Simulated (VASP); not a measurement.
## Geometry relaxation of Ni (part 2 of 3)

Continued. System: Ni (Fm-3m, 1 atom in the cell). Method: Kohn-Sham DFT of a periodic cell, LDA, VASP PAW LDA potentials, recommended, spin-polarised (VASP 6.6.1); cutoff 520 eV, 20×20×20 k-mesh, Gaussian smearing of 0.1 eV, collinear spins. The structure derives from an entry of the Crystallography Open Database.

Geometry of the input (Å; fractional positions):
```
0.0000  1.7619  1.7619
1.7619  0.0000  1.7619
1.7619  1.7619  0.0000
Ni 0.0000  0.0000  0.0000
```

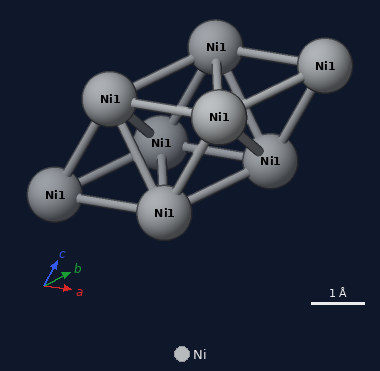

Fig. 1: The geometry at step 2 of the log (ball-and-stick view of the cell of the calculation, seen at an oblique angle; atoms are numbered from 1 in the order of the input).

Parts of OUTCAR, continued
```
 k-point     2 :       0.0500    0.0000    0.0000
  band No.  band energies     occupation
      1       0.1408      1.00000
      2       7.2032      1.00000
      3       7.2541      1.00000
      4       7.2541      1.00000
      5       8.3155      1.00000
      6       8.3155      1.00000
      7      32.4064      0.00000
      8      35.1282      0.00000
      9      36.2268      0.00000

 k-point     3 :       0.1000    0.0000    0.0000
  band No.  band energies     occupation
      1       0.4307      1.00000
      2       7.1252      1.00000
      3       7.3154      1.00000
      4       7.3154      1.00000
      5       8.2925      1.00000
      6       8.2925      1.00000
      7      30.9828      0.00000
      8      33.9167      0.00000
      9      35.7538      0.00000

 k-point     4 :       0.1500    0.0000    0.0000
  band No.  band energies     occupation
      1       0.9024      1.00000
      2       7.0149      1.00000
      3       7.3906      1.00000
      4       7.3906      1.00000
      5       8.2805      1.00000
      6       8.2805      1.00000
      7      28.5685      0.00000
      8      33.5222      0.00000
      9      35.2266      0.00000

 k-point     5 :       0.2000    0.0000    0.0000
  band No.  band energies     occupation
      1       1.5349      1.00000
      2       6.9017      1.00000
      3       7.4389      1.00000
      4       7.4389      1.00000
      5       8.3178      1.00000
      6       8.3178      1.00000
      7      26.0167      0.00000
      8      33.2042      0.00000
      9      34.7488      0.00000

 [... the levels of 18 k-points are left out ...]

 k-point    24 :      -0.3500    0.0500    0.0000
  band No.  band energies     occupation
      1       4.0566      1.00000
      2       7.1878      1.00000
      3       7.2539      1.00000
      4       7.3031      1.00000
      5       8.7465      0.99754
      6       9.0671      0.04244
      7      18.3342      0.00000
      8      30.6741      0.00000
      9      32.9639      0.00000

 [... further k-points ...]

------------------------ aborting loop because EDIFF is reached ----------------------------------------

  FORCE on cell =-STRESS in cart. coord.  units (eV):
  Direction    XX          YY          ZZ          XY          YZ          ZX
  --------------------------------------------------------------------------------------
  -------------------------------------------------------------------------------------
  Total       -1.2106429     -1.2106429     -1.2106429     -0.0000000      0.0000000     -0.0000000
  in kB     -177.3074602   -177.3074602   -177.3074602     -0.0000000      0.0000000     -0.0000000
  external PRESSURE =    -177.3074602 kB  Pullay stress =       0.0000000 kB

 VOLUME and BASIS-vectors are now :
 -----------------------------------------------------------------------------
  energy-cutoff  :      520.00
  volume of cell :       10.94
      direct lattice vectors                 reciprocal lattice vectors
     0.000000000  1.761935000  1.761935000    -0.283778914  0.283778914  0.283778914
     1.761935000  0.000000000  1.761935000     0.283778914 -0.283778914  0.283778914
     1.761935000  1.761935000  0.000000000     0.283778914  0.283778914 -0.283778914

 POSITION                                       TOTAL-FORCE (eV/Angst)
 -----------------------------------------------------------------------------------
      0.00000      0.00000      0.00000         0.000000      0.000000     -0.000000
 -----------------------------------------------------------------------------------
    total drift:                                0.000000      0.000000      0.000000

  FREE ENERGIE OF THE ION-ELECTRON SYSTEM (eV)
  ---------------------------------------------------
  free  energy   TOTEN  =        -6.5284525410 eV

  energy  without entropy=       -6.5190065416  energy(sigma->0) =       -6.52372954

--------------------------------------- Ionic step        2  -------------------------------------------

 number of electron      10.0000002 magnetization       0.5636929

------------------------ aborting loop because EDIFF is reached ----------------------------------------

  FORCE on cell =-STRESS in cart. coord.  units (eV):
  Direction    XX          YY          ZZ          XY          YZ          ZX
  --------------------------------------------------------------------------------------
  -------------------------------------------------------------------------------------
  Total        1.6933323      1.6933323      1.6933323      0.0000000      0.0000000      0.0000000
  in kB      297.0709512    297.0709512    297.0709512      0.0000000      0.0000000      0.0000000
  external PRESSURE =     297.0709512 kB  Pullay stress =       0.0000000 kB

 VOLUME and BASIS-vectors are now :
 -----------------------------------------------------------------------------
  energy-cutoff  :      520.00
  volume of cell :        9.13
      direct lattice vectors                 reciprocal lattice vectors
    -0.000000000  1.659029842  1.659029842    -0.301380956  0.301380956  0.301380956
     1.659029842  0.000000000  1.659029842     0.301380956 -0.301380956  0.301380956
     1.659029842  1.659029842  0.000000000     0.301380956  0.301380956 -0.301380956

 POSITION                                       TOTAL-FORCE (eV/Angst)
 -----------------------------------------------------------------------------------
     -0.00000      1.65903      1.65903         0.000000      0.000000     -0.000000
 -----------------------------------------------------------------------------------
    total drift:                               -0.000000     -0.000000     -0.000000

  FREE ENERGIE OF THE ION-ELECTRON SYSTEM (eV)
  ---------------------------------------------------
  free  energy   TOTEN  =        -6.5077896910 eV

  energy  without entropy=       -6.4991331548  energy(sigma->0) =       -6.50346142

--------------------------------------- Ionic step        3  -------------------------------------------

 number of electron       9.9999993 magnetization       0.6001690

------------------------ aborting loop because EDIFF is reached ----------------------------------------

  FORCE on cell =-STRESS in cart. coord.  units (eV):
  Direction    XX          YY          ZZ          XY          YZ          ZX
  --------------------------------------------------------------------------------------
  -------------------------------------------------------------------------------------
  Total       -0.0197537     -0.0197537     -0.0197537      0.0000000      0.0000000      0.0000000
  in kB       -3.1510121     -3.1510121     -3.1510121      0.0000000      0.0000000      0.0000000
  external PRESSURE =      -3.1510121 kB  Pullay stress =       0.0000000 kB

 VOLUME and BASIS-vectors are now :
 -----------------------------------------------------------------------------
  energy-cutoff  :      520.00
  volume of cell :       10.04
      direct lattice vectors                 reciprocal lattice vectors
    -0.000000000  1.712484621  1.712484621    -0.291973425  0.291973425  0.291973425
     1.712484621  0.000000000  1.712484621     0.291973425 -0.291973425  0.291973425
     1.712484621  1.712484621  0.000000000     0.291973425  0.291973425 -0.291973425

 POSITION                                       TOTAL-FORCE (eV/Angst)
 -----------------------------------------------------------------------------------
      0.00000      0.00000      0.00000        -0.000000      0.000000     -0.000000
 -----------------------------------------------------------------------------------
    total drift:                                0.000000      0.000000      0.000000

  FREE ENERGIE OF THE ION-ELECTRON SYSTEM (eV)
  ---------------------------------------------------
  free  energy   TOTEN  =        -6.5832647469 eV

  energy  without entropy=       -6.5746166346  energy(sigma->0) =       -6.57894069

--------------------------------------- Ionic step        4  -------------------------------------------

 number of electron       9.9999993 magnetization       0.5997650

------------------------ aborting loop because EDIFF is reached ----------------------------------------

  FORCE on cell =-STRESS in cart. coord.  units (eV):
  Direction    XX          YY          ZZ          XY          YZ          ZX
  --------------------------------------------------------------------------------------
  -------------------------------------------------------------------------------------
  Total        0.0056727      0.0056727      0.0056727      0.0000000     -0.0000000      0.0000000
  in kB        0.9064559      0.9064559      0.9064559      0.0000000     -0.0000000      0.0000000
  external PRESSURE =       0.9064559 kB  Pullay stress =       0.0000000 kB

 VOLUME and BASIS-vectors are now :
 -----------------------------------------------------------------------------
  energy-cutoff  :      520.00
  volume of cell :       10.03
      direct lattice vectors                 reciprocal lattice vectors
    -0.000000000  1.711495613  1.711495613    -0.292142145  0.292142145  0.292142145
     1.711495613  0.000000000  1.711495613     0.292142145 -0.292142145  0.292142145
     1.711495613  1.711495613  0.000000000     0.292142145  0.292142145 -0.292142145

 POSITION                                       TOTAL-FORCE (eV/Angst)
 -----------------------------------------------------------------------------------
     -0.00000      1.71150      1.71150         0.000000     -0.000000      0.000000
 -----------------------------------------------------------------------------------
    total drift:                               -0.000000     -0.000000     -0.000000

  FREE ENERGIE OF THE ION-ELECTRON SYSTEM (eV)
  ---------------------------------------------------
  free  energy   TOTEN  =        -6.5832826387 eV

  energy  without entropy=       -6.5746432280  energy(sigma->0) =       -6.57896293

--------------------------------------- Ionic step        5  -------------------------------------------

 number of electron       9.9999993 magnetization       0.5998871

------------------------ aborting loop because EDIFF is reached ----------------------------------------

  FORCE on cell =-STRESS in cart. coord.  units (eV):
  Direction    XX          YY          ZZ          XY          YZ          ZX
  --------------------------------------------------------------------------------------
  -------------------------------------------------------------------------------------
  Total       -0.0052228     -0.0052228     -0.0052228      0.0000000     -0.0000000      0.0000000
  in kB       -0.8339433     -0.8339433     -0.8339433      0.0000000     -0.0000000      0.0000000
  external PRESSURE =      -0.8339433 kB  Pullay stress =       0.0000000 kB

 VOLUME and BASIS-vectors are now :
 -----------------------------------------------------------------------------
  energy-cutoff  :      520.00
  volume of cell :       10.03
      direct lattice vectors                 reciprocal lattice vectors
     0.000000000  1.711916235  1.711916235    -0.292070365  0.292070365  0.292070365
     1.711916235 -0.000000000  1.711916235     0.292070365 -0.292070365  0.292070365
     1.711916235  1.711916235  0.000000000     0.292070365  0.292070365 -0.292070365

 POSITION                                       TOTAL-FORCE (eV/Angst)
 -----------------------------------------------------------------------------------
      1.71192      1.71192      0.00000        -0.000000      0.000000     -0.000000
 -----------------------------------------------------------------------------------
    total drift:                               -0.000000     -0.000000      0.000000

  FREE ENERGIE OF THE ION-ELECTRON SYSTEM (eV)
  ---------------------------------------------------
  free  energy   TOTEN  =        -6.5832808029 eV

  energy  without entropy=       -6.5746375680  energy(sigma->0) =       -6.57895919

--------------------------------------- Ionic step        6  -------------------------------------------

 number of electron       9.9999993 magnetization       0.5998115

 Free energy of the ion-electron system (eV)
  ---------------------------------------------------
  ext. energy  EPLUGINS =         0.00000000
  ---------------------------------------------------
  free energy    TOTEN  =        -6.58328277 eV

  energy without entropy =       -6.57464085  energy(sigma->0) =       -6.57896181

 E-fermi :  10.2341     XC(G=0): -14.1013     alpha+bet :-17.7062

 val. band max:       10.2315534752   @ k =   0.4500   0.1500   0.0500
 cond. band min:      10.2370243039   @ k =   0.5000   0.3500   0.1000
 fundamental gap:      0.0054708288
 Fermi energy:        10.2341402473

 spin component 1

 k-point     1 :       0.0000    0.0000    0.0000
  band No.  band energies     occupation
      1       0.6733      1.00000
      2       7.6649      1.00000
      3       7.6649      1.00000
      4       7.6649      1.00000
      5       8.9601      1.00000
      6       8.9601      1.00000
      7      34.6951      0.00000
      8      39.1005      0.00000
      9      39.1005      0.00000

 k-point     2 :       0.0500    0.0000    0.0000
  band No.  band energies     occupation
      1       0.7775      1.00000
      2       7.6352      1.00000
      3       7.6900      1.00000
      4       7.6900      1.00000
      5       8.9489      1.00000
      6       8.9489      1.00000
      7      34.4486      0.00000
      8      37.6974      0.00000
      9      38.8796      0.00000

 k-point     3 :       0.1000    0.0000    0.0000
  band No.  band energies     occupation
      1       1.0860      1.00000
      2       7.5534      1.00000
      3       7.7578      1.00000
      4       7.7578      1.00000
      5       8.9230      1.00000
      6       8.9230      1.00000
      7      33.1653      0.00000
      8      36.2514      0.00000
      9      38.4023      0.00000

 k-point     4 :       0.1500    0.0000    0.0000
  band No.  band energies     occupation
      1       1.5855      1.00000
      2       7.4406      1.00000
      3       7.8436      1.00000
      4       7.8436      1.00000
      5       8.9062      1.00000
      6       8.9062      1.00000
      7      30.7825      0.00000
      8      35.7308      0.00000
      9      37.8894      0.00000

 k-point     5 :       0.2000    0.0000    0.0000
  band No.  band energies     occupation
      1       2.2487      1.00000
      2       7.3332      1.00000
      3       7.9061      1.00000
      4       7.9061      1.00000
      5       8.9377      1.00000
      6       8.9377      1.00000
      7      28.1474      0.00000
      8      35.3614      0.00000
      9      37.4285      0.00000

 [... the levels of 18 k-points are left out ...]

 k-point    24 :      -0.3500    0.0500    0.0000
  band No.  band energies     occupation
      1       4.6479      1.00000
      2       7.7343      1.00000
      3       7.7957      1.00000
      4       7.9116      1.00000
      5       9.3683      1.00000
      6       9.7565      1.00000
      7      20.0926      0.00000
      8      32.8534      0.00000
      9      35.4268      0.00000

 [... further k-points ...]

 spin component 2

 k-point     1 :       0.0000    0.0000    0.0000
  band No.  band energies     occupation
      1       0.7213      1.00000
      2       8.2773      1.00000
      3       8.2773      1.00000
      4       8.2773      1.00000
      5       9.5262      1.00000
      6       9.5262      1.00000
      7      34.6858      0.00000
      8      39.1498      0.00000
      9      39.1498      0.00000

 k-point     2 :       0.0500    0.0000    0.0000
  band No.  band energies     occupation
      1       0.8256      1.00000
      2       8.2450      1.00000
      3       8.3032      1.00000
      4       8.3032      1.00000
      5       9.5144      1.00000
      6       9.5144      1.00000
      7      34.4594      0.00000
      8      37.7618      0.00000
      9      38.9454      0.00000

 k-point     3 :       0.1000    0.0000    0.0000
  band No.  band energies     occupation
      1       1.1346      1.00000
      2       8.1553      1.00000
      3       8.3726      1.00000
      4       8.3726      1.00000
      5       9.4874      1.00000
      6       9.4874      1.00000
      7      33.2492      0.00000
      8      36.2758      0.00000
      9      38.4955      0.00000

 k-point     4 :       0.1500    0.0000    0.0000
  band No.  band energies     occupation
      1       1.6362      1.00000
      2       8.0288      1.00000
      3       8.4577      1.00000
      4       8.4577      1.00000
      5       9.4725      1.00000
      6       9.4725      1.00000
      7      30.9166      0.00000
      8      35.7357      0.00000
      9      38.0049      0.00000

 k-point     5 :       0.2000    0.0000    0.0000
  band No.  band energies     occupation
      1       2.3053      1.00000
      2       7.9000      1.00000
      3       8.5124      1.00000
      4       8.5124      1.00000
      5       9.5139      1.00000
      6       9.5139      1.00000
      7      28.3109      0.00000
      8      35.3646      0.00000
      9      37.5597      0.00000

 [... the levels of 18 k-points are left out ...]

 k-point    24 :      -0.3500    0.0500    0.0000
  band No.  band energies     occupation
      1       4.8840      1.00000
      2       8.2323      1.00000
      3       8.3031      1.00000
      4       8.3563      1.00000
      5      10.0009      0.99951
      6      10.3645      0.03264
      7      20.3572      0.00000
      8      32.9057      0.00000
      9      35.5110      0.00000

 [... further k-points ...]

------------------------ aborting loop because EDIFF is reached ----------------------------------------

  FORCE on cell =-STRESS in cart. coord.  units (eV):
  Direction    XX          YY          ZZ          XY          YZ          ZX
  --------------------------------------------------------------------------------------
  -------------------------------------------------------------------------------------
  Total        0.0015561      0.0015561      0.0015561     -0.0000000     -0.0000000      0.0000000
  in kB        0.2485537      0.2485537      0.2485537     -0.0000000     -0.0000000      0.0000000
  external PRESSURE =       0.2485537 kB  Pullay stress =       0.0000000 kB

 VOLUME and BASIS-vectors are now :
 -----------------------------------------------------------------------------
  energy-cutoff  :      520.00
  volume of cell :       10.03
      direct lattice vectors                 reciprocal lattice vectors
    -0.000000000  1.711714609  1.711714609    -0.292104769  0.292104769  0.292104769
     1.711714609 -0.000000000  1.711714609     0.292104769 -0.292104769  0.292104769
     1.711714609  1.711714609  0.000000000     0.292104769  0.292104769 -0.292104769

 POSITION                                       TOTAL-FORCE (eV/Angst)
 -----------------------------------------------------------------------------------
      0.00000      0.00000      0.00000         0.000000      0.000000      0.000000
 -----------------------------------------------------------------------------------
    total drift:                                0.000000      0.000000      0.000000

  FREE ENERGIE OF THE ION-ELECTRON SYSTEM (eV)
  ---------------------------------------------------
  free  energy   TOTEN  =        -6.5832827708 eV

  energy  without entropy=       -6.5746408547  energy(sigma->0) =       -6.57896181

 reached required accuracy - stopping structural energy minimisation

 total charge

# of ion       s       p       d       tot
------------------------------------------
    1        0.536   0.573   8.367   9.476

 magnetization (x)

# of ion       s       p       d       tot
------------------------------------------
    1       -0.005  -0.019   0.623   0.600
```

CONTCAR
```
Ni
   1.00000000000000
    -0.0000000000000000    1.7117146087247930    1.7117146087247930
     1.7117146087247930   -0.0000000000000000    1.7117146087247930
     1.7117146087247930    1.7117146087247930    0.0000000000000000
  Ni
     1
Direct
     0.0000000000000000    0.0000000000000000    0.0000000000000000

  0.00000000E+00  0.00000000E+00  0.00000000E+00
```

Trajectory as extended XYZ (Å, eV, eV/Å), 6 frames, from step=0 to step=5
```
1
Lattice="0.0000 1.7619 1.7619 1.7619 0.0000 1.7619 1.7619 1.7619 0.0000" Properties=species:S:1:pos:R:3:forces:R:3 step=0 energy=-6.52845
Ni    0.0000    0.0000    0.0000    0.0000   0.0000   0.0000
1
Lattice="-0.0000 1.6590 1.6590 1.6590 0.0000 1.6590 1.6590 1.6590 0.0000" Properties=species:S:1:pos:R:3:forces:R:3 step=1 energy=-6.50779
Ni    0.0000    1.6590    1.6590    0.0000   0.0000   0.0000
1
Lattice="-0.0000 1.7125 1.7125 1.7125 0.0000 1.7125 1.7125 1.7125 0.0000" Properties=species:S:1:pos:R:3:forces:R:3 step=2 energy=-6.58326
Ni    0.0000    0.0000    0.0000    0.0000   0.0000   0.0000
1
Lattice="-0.0000 1.7115 1.7115 1.7115 0.0000 1.7115 1.7115 1.7115 0.0000" Properties=species:S:1:pos:R:3:forces:R:3 step=3 energy=-6.58328
Ni    0.0000    1.7115    1.7115    0.0000   0.0000   0.0000
```
